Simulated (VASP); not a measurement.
# Run report: InP, band-structure run (part 1 of 2)

System: InP (F-43m, 2 atoms in the cell).
Method: Kohn-Sham DFT of a periodic cell, PBEsol, VASP PAW PBE potentials, recommended, no spin polarisation (VASP 6.6.1).

The structure was built on a prototype by a generator; it need not be a known phase.

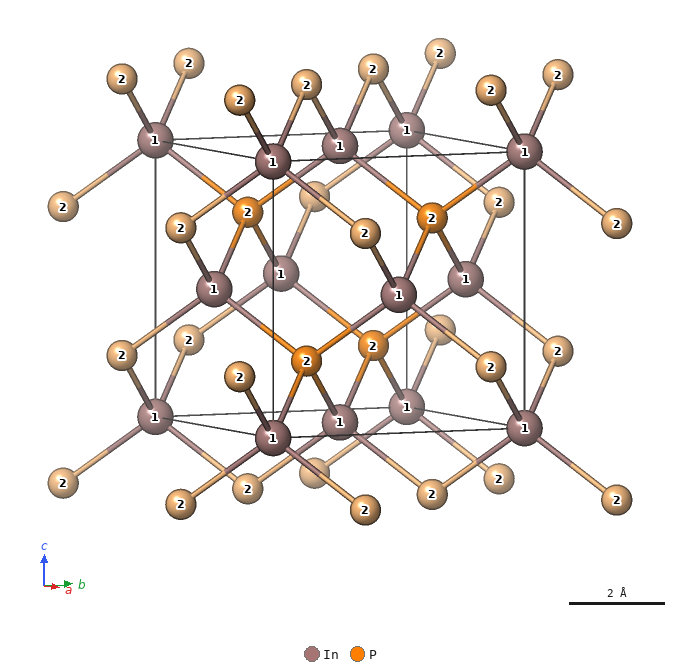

Fig. 1: The input geometry (ball-and-stick view of the cell 4 times as large as that of the calculation, set on its symmetry axes, seen at an oblique angle; neighbours outside the cell are drawn fainter; atoms are numbered from 1 in the order of the input). Near neighbours in the crystal (not all of them lie inside the picture): In has 4 P at 2.55 Å; P has 4 In at 2.55 Å.

Results in brief

```tsv
quantity	value
outcome	converged
space group (tolerance 0.01 Å)	F-43m (216)
electrons treated	18
free energy	−9.1548 eV
Fermi energy of the self-consistent step	5.148 eV
gap on the k-point mesh	0.57 eV
gap on the band path	0.57 eV
pressure	−0.03 GPa
largest force (length of the vector)	under 0.001 eV/Å
hardware	1 thread of Intel Xeon (Granite Rapids), 64 GiB of memory available, shared host
wall time	39 s
peak memory	0.18 GiB
```

INCAR
```
PREC = Accurate
ENCUT = 520
EDIFF = 1E-6
ISMEAR = 0
SIGMA = 0.03
LREAL = F
LASPH = T
NELM = 80
ALGO = Normal
ISIF = 2
LWAVE = F
LCHARG = F
GGA = PS
NBANDS = 16
ICORELEVEL = 1
```

KPOINTS
```
regular mesh
0
Gamma
  8 8 8
```

KPOINTS_OPT
```
explicit points
209
Reciprocal
 0.0000000000  0.0000000000  0.0000000000 1
 0.0263157895  0.0000000000  0.0263157895 1
 0.0526315789  0.0000000000  0.0526315789 1
 0.0789473684  0.0000000000  0.0789473684 1
 0.1052631579  0.0000000000  0.1052631579 1
 0.1315789474  0.0000000000  0.1315789474 1
 0.1578947368  0.0000000000  0.1578947368 1
 0.1842105263  0.0000000000  0.1842105263 1
 0.2105263158  0.0000000000  0.2105263158 1
 0.2368421053  0.0000000000  0.2368421053 1
 0.2631578947  0.0000000000  0.2631578947 1
 0.2894736842  0.0000000000  0.2894736842 1
 0.3157894737  0.0000000000  0.3157894737 1
 0.3421052632  0.0000000000  0.3421052632 1
 0.3684210526  0.0000000000  0.3684210526 1
 0.3947368421  0.0000000000  0.3947368421 1
 0.4210526316  0.0000000000  0.4210526316 1
 0.4473684211  0.0000000000  0.4473684211 1
 0.4736842105  0.0000000000  0.4736842105 1
 0.5000000000  0.0000000000  0.5000000000 1
 0.5000000000  0.0000000000  0.5000000000 1
 0.5000000000  0.0131578947  0.5131578947 1
 0.5000000000  0.0263157895  0.5263157895 1
 0.5000000000  0.0394736842  0.5394736842 1
 0.5000000000  0.0526315789  0.5526315789 1
 0.5000000000  0.0657894737  0.5657894737 1
 0.5000000000  0.0789473684  0.5789473684 1
 0.5000000000  0.0921052632  0.5921052632 1
 0.5000000000  0.1052631579  0.6052631579 1
 0.5000000000  0.1184210526  0.6184210526 1
 0.5000000000  0.1315789474  0.6315789474 1
 0.5000000000  0.1447368421  0.6447368421 1
 0.5000000000  0.1578947368  0.6578947368 1
 0.5000000000  0.1710526316  0.6710526316 1
 0.5000000000  0.1842105263  0.6842105263 1
 0.5000000000  0.1973684211  0.6973684211 1
 0.5000000000  0.2105263158  0.7105263158 1
 0.5000000000  0.2236842105  0.7236842105 1
 0.5000000000  0.2368421053  0.7368421053 1
 0.5000000000  0.2500000000  0.7500000000 1
 0.5000000000  0.2500000000  0.7500000000 1
 0.4934210526  0.2565789474  0.7500000000 1
 0.4868421053  0.2631578947  0.7500000000 1
 0.4802631579  0.2697368421  0.7500000000 1
 0.4736842105  0.2763157895  0.7500000000 1
 0.4671052632  0.2828947368  0.7500000000 1
 0.4605263158  0.2894736842  0.7500000000 1
 0.4539473684  0.2960526316  0.7500000000 1
 0.4473684211  0.3026315789  0.7500000000 1
 0.4407894737  0.3092105263  0.7500000000 1
 0.4342105263  0.3157894737  0.7500000000 1
 0.4276315789  0.3223684211  0.7500000000 1
 0.4210526316  0.3289473684  0.7500000000 1
 0.4144736842  0.3355263158  0.7500000000 1
 0.4078947368  0.3421052632  0.7500000000 1
 0.4013157895  0.3486842105  0.7500000000 1
 0.3947368421  0.3552631579  0.7500000000 1
 0.3881578947  0.3618421053  0.7500000000 1
 0.3815789474  0.3684210526  0.7500000000 1
 0.3750000000  0.3750000000  0.7500000000 1
 0.3750000000  0.3750000000  0.7500000000 1
 0.3552631579  0.3552631579  0.7105263158 1
 0.3355263158  0.3355263158  0.6710526316 1
 0.3157894737  0.3157894737  0.6315789474 1
 0.2960526316  0.2960526316  0.5921052632 1
 0.2763157895  0.2763157895  0.5526315789 1
 0.2565789474  0.2565789474  0.5131578947 1
 0.2368421053  0.2368421053  0.4736842105 1
 0.2171052632  0.2171052632  0.4342105263 1
 0.1973684211  0.1973684211  0.3947368421 1
 0.1776315789  0.1776315789  0.3552631579 1
 0.1578947368  0.1578947368  0.3157894737 1
 0.1381578947  0.1381578947  0.2763157895 1
 0.1184210526  0.1184210526  0.2368421053 1
 0.0986842105  0.0986842105  0.1973684211 1
 0.0789473684  0.0789473684  0.1578947368 1
 0.0592105263  0.0592105263  0.1184210526 1
 0.0394736842  0.0394736842  0.0789473684 1
 0.0197368421  0.0197368421  0.0394736842 1
 0.0000000000  0.0000000000  0.0000000000 1
 0.0000000000  0.0000000000  0.0000000000 1
 0.0263157895  0.0263157895  0.0263157895 1
 0.0526315789  0.0526315789  0.0526315789 1
 0.0789473684  0.0789473684  0.0789473684 1
 0.1052631579  0.1052631579  0.1052631579 1
 0.1315789474  0.1315789474  0.1315789474 1
 0.1578947368  0.1578947368  0.1578947368 1
 0.1842105263  0.1842105263  0.1842105263 1
 0.2105263158  0.2105263158  0.2105263158 1
 0.2368421053  0.2368421053  0.2368421053 1
 0.2631578947  0.2631578947  0.2631578947 1
 0.2894736842  0.2894736842  0.2894736842 1
 0.3157894737  0.3157894737  0.3157894737 1
 0.3421052632  0.3421052632  0.3421052632 1
 0.3684210526  0.3684210526  0.3684210526 1
 0.3947368421  0.3947368421  0.3947368421 1
 0.4210526316  0.4210526316  0.4210526316 1
 0.4473684211  0.4473684211  0.4473684211 1
 0.4736842105  0.4736842105  0.4736842105 1
 0.5000000000  0.5000000000  0.5000000000 1
 0.5000000000  0.5000000000  0.5000000000 1
 0.5065789474  0.4868421053  0.5065789474 1
 0.5131578947  0.4736842105  0.5131578947 1
 0.5197368421  0.4605263158  0.5197368421 1
 0.5263157895  0.4473684211  0.5263157895 1
 0.5328947368  0.4342105263  0.5328947368 1
 0.5394736842  0.4210526316  0.5394736842 1
 0.5460526316  0.4078947368  0.5460526316 1
 0.5526315789  0.3947368421  0.5526315789 1
 0.5592105263  0.3815789474  0.5592105263 1
 0.5657894737  0.3684210526  0.5657894737 1
 0.5723684211  0.3552631579  0.5723684211 1
 0.5789473684  0.3421052632  0.5789473684 1
 0.5855263158  0.3289473684  0.5855263158 1
 0.5921052632  0.3157894737  0.5921052632 1
 0.5986842105  0.3026315789  0.5986842105 1
 0.6052631579  0.2894736842  0.6052631579 1
 0.6118421053  0.2763157895  0.6118421053 1
 0.6184210526  0.2631578947  0.6184210526 1
 0.6250000000  0.2500000000  0.6250000000 1
 0.6250000000  0.2500000000  0.6250000000 1
 0.6184210526  0.2500000000  0.6315789474 1
 0.6118421053  0.2500000000  0.6381578947 1
 0.6052631579  0.2500000000  0.6447368421 1
 0.5986842105  0.2500000000  0.6513157895 1
 0.5921052632  0.2500000000  0.6578947368 1
 0.5855263158  0.2500000000  0.6644736842 1
 0.5789473684  0.2500000000  0.6710526316 1
 0.5723684211  0.2500000000  0.6776315789 1
 0.5657894737  0.2500000000  0.6842105263 1
 0.5592105263  0.2500000000  0.6907894737 1
 0.5526315789  0.2500000000  0.6973684211 1
 0.5460526316  0.2500000000  0.7039473684 1
 0.5394736842  0.2500000000  0.7105263158 1
 0.5328947368  0.2500000000  0.7171052632 1
 0.5263157895  0.2500000000  0.7236842105 1
 0.5197368421  0.2500000000  0.7302631579 1
 0.5131578947  0.2500000000  0.7368421053 1
 0.5065789474  0.2500000000  0.7434210526 1
 0.5000000000  0.2500000000  0.7500000000 1
 0.5000000000  0.2500000000  0.7500000000 1
 0.5000000000  0.2631578947  0.7368421053 1
 0.5000000000  0.2763157895  0.7236842105 1
 0.5000000000  0.2894736842  0.7105263158 1
 0.5000000000  0.3026315789  0.6973684211 1
 0.5000000000  0.3157894737  0.6842105263 1
 0.5000000000  0.3289473684  0.6710526316 1
 0.5000000000  0.3421052632  0.6578947368 1
 0.5000000000  0.3552631579  0.6447368421 1
 0.5000000000  0.3684210526  0.6315789474 1
 0.5000000000  0.3815789474  0.6184210526 1
 0.5000000000  0.3947368421  0.6052631579 1
 0.5000000000  0.4078947368  0.5921052632 1
 0.5000000000  0.4210526316  0.5789473684 1
 0.5000000000  0.4342105263  0.5657894737 1
 0.5000000000  0.4473684211  0.5526315789 1
 0.5000000000  0.4605263158  0.5394736842 1
 0.5000000000  0.4736842105  0.5263157895 1
 0.5000000000  0.4868421053  0.5131578947 1
 0.5000000000  0.5000000000  0.5000000000 1
 0.5000000000  0.5000000000  0.5000000000 1
 0.4934210526  0.4934210526  0.5131578947 1
 0.4868421053  0.4868421053  0.5263157895 1
 0.4802631579  0.4802631579  0.5394736842 1
 0.4736842105  0.4736842105  0.5526315789 1
 0.4671052632  0.4671052632  0.5657894737 1
 0.4605263158  0.4605263158  0.5789473684 1
 0.4539473684  0.4539473684  0.5921052632 1
 0.4473684211  0.4473684211  0.6052631579 1
 0.4407894737  0.4407894737  0.6184210526 1
 0.4342105263  0.4342105263  0.6315789474 1
 0.4276315789  0.4276315789  0.6447368421 1
 0.4210526316  0.4210526316  0.6578947368 1
 0.4144736842  0.4144736842  0.6710526316 1
 0.4078947368  0.4078947368  0.6842105263 1
 0.4013157895  0.4013157895  0.6973684211 1
 0.3947368421  0.3947368421  0.7105263158 1
 0.3881578947  0.3881578947  0.7236842105 1
 0.3815789474  0.3815789474  0.7368421053 1
 0.3750000000  0.3750000000  0.7500000000 1
 0.6250000000  0.2500000000  0.6250000000 1
 0.6184210526  0.2368421053  0.6184210526 1
 0.6118421053  0.2236842105  0.6118421053 1
 0.6052631579  0.2105263158  0.6052631579 1
 0.5986842105  0.1973684211  0.5986842105 1
 0.5921052632  0.1842105263  0.5921052632 1
 0.5855263158  0.1710526316  0.5855263158 1
 0.5789473684  0.1578947368  0.5789473684 1
 0.5723684211  0.1447368421  0.5723684211 1
 0.5657894737  0.1315789474  0.5657894737 1
 0.5592105263  0.1184210526  0.5592105263 1
 0.5526315789  0.1052631579  0.5526315789 1
 0.5460526316  0.0921052632  0.5460526316 1
 0.5394736842  0.0789473684  0.5394736842 1
 0.5328947368  0.0657894737  0.5328947368 1
 0.5263157895  0.0526315789  0.5263157895 1
 0.5197368421  0.0394736842  0.5197368421 1
 0.5131578947  0.0263157895  0.5131578947 1
 0.5065789474  0.0131578947  0.5065789474 1
 0.5000000000  0.0000000000  0.5000000000 1
 0.0000000000  0.0000000000  0.0000000000 1
 0.3750000000  0.3750000000  0.7500000000 1
 0.5000000000  0.5000000000  0.5000000000 1
 0.6250000000  0.2500000000  0.6250000000 1
 0.5000000000  0.2500000000  0.7500000000 1
 0.5000000000  0.0000000000  0.5000000000 1
 0.4000000000  0.0000000000  0.4000000000 1
 0.4250000000  0.0000000000  0.4250000000 1
 0.4500000000  0.0000000000  0.4500000000 1
```

POSCAR
```
InP                                     
1.0
    0.0000000000      2.9393308163      2.9393308163
    2.9393308163      0.0000000000      2.9393308163
    2.9393308163      2.9393308163      0.0000000000
  In              P             
     1     1
Direct
     0.0000000000000000    0.0000000000000000    0.0000000000000000
     0.2500000000000000    0.2500000000000000    0.2500000000000000
```

Launched with:
```bash
cat potpaw_PBE.64/In_d/POTCAR potpaw_PBE.64/P/POTCAR > POTCAR
mpirun -np 1 vasp_std > vasp.out
```

OSZICAR
```
N       E                     dE             d eps       ncg     rms          rms(c)
DAV:   1     0.112958910968E+03    0.11296E+03   -0.82630E+03   936   0.123E+03
DAV:   2    -0.215091785806E+01   -0.11511E+03   -0.10949E+03  1048   0.304E+02
DAV:   3    -0.935513681337E+01   -0.72042E+01   -0.71728E+01  1200   0.739E+01
DAV:   4    -0.954847618239E+01   -0.19334E+00   -0.19329E+00  1208   0.129E+01
DAV:   5    -0.955695789543E+01   -0.84817E-02   -0.84816E-02  1360   0.222E+00    0.541E+00
DAV:   6    -0.919102865841E+01    0.36593E+00   -0.57201E-01  1504   0.133E+01    0.316E+00
DAV:   7    -0.915716986102E+01    0.33859E-01   -0.13545E-01  1376   0.328E+00    0.110E+00
DAV:   8    -0.915448849340E+01    0.26814E-02   -0.14118E-02  1200   0.137E+00    0.312E-01
DAV:   9    -0.915469439644E+01   -0.20590E-03   -0.11293E-03  1192   0.369E-01    0.144E-01
DAV:  10    -0.915475700202E+01   -0.62606E-04   -0.16536E-04  1432   0.153E-01    0.949E-02
[... 63 further cycles ...]
DAV:   8    -0.260241752869E+04   -0.16115E-05     1016
DAV:   9    -0.260241752887E+04   -0.18157E-06      984
       N       E                     dE             ncg
DAV:   1     0.142357206163E+05   -0.37075E+04      200
DAV:   2     0.135553336943E+05   -0.68039E+03      200
DAV:   3     0.135074823383E+05   -0.47851E+02      248
DAV:   4     0.135062247197E+05   -0.12576E+01      248
DAV:   5     0.135061469286E+05   -0.77791E-01      304
DAV:   6     0.135061457823E+05   -0.11462E-02      256
DAV:   7     0.135061457481E+05   -0.34201E-04      304
DAV:   8     0.135061457479E+05   -0.27442E-06      192
```

Parts of OUTCAR
```
PREC = Accurate
   ENCUT = 520
   EDIFF = 1E-6
   ISMEAR = 0
   LREAL = F
   LASPH = T
   NELM = 80
   ISIF = 2
   GGA = PS

 ion  position               nearest neighbor table
   1  0.000  0.000  0.000-   2 2.55   2 2.55   2 2.55   2 2.55
   2  0.250  0.250  0.250-   1 2.55   1 2.55   1 2.55   1 2.55

  LATTYP: Found a face centered cubic cell.
 ALAT       =     5.8786616326

  Lattice vectors:

 A1 = (   0.0000000000,   2.9393308163,   2.9393308163)
 A2 = (   2.9393308163,   0.0000000000,   2.9393308163)
 A3 = (   2.9393308163,   2.9393308163,   0.0000000000)

Analysis of symmetry for initial positions (statically):
=====================================================================
 Subroutine PRICEL returns:
 Original cell was already a primitive cell.

 Routine SETGRP: Setting up the symmetry group for a
 face centered cubic supercell.

 Subroutine GETGRP returns: Found 24 space group operations
 (whereof 24 operations were pure point group operations)
 out of a pool of 48 trial point group operations.

The static configuration has the point symmetry T_d .

Analysis of symmetry for dynamics (positions and initial velocities):
=====================================================================
 Subroutine PRICEL returns:
 Original cell was already a primitive cell.

 Routine SETGRP: Setting up the symmetry group for a
 face centered cubic supercell.

 Subroutine GETGRP returns: Found 24 space group operations
 (whereof 24 operations were pure point group operations)
 out of a pool of 48 trial point group operations.

The dynamic configuration has the point symmetry T_d .

 Subroutine INISYM returns: Found 24 space group operations
 (whereof 24 operations are pure point group operations),
 and found     1 'primitive' translations

----------------------------------------------------------------------------------------

                                     Primitive cell

  volume of cell :      50.7897
```
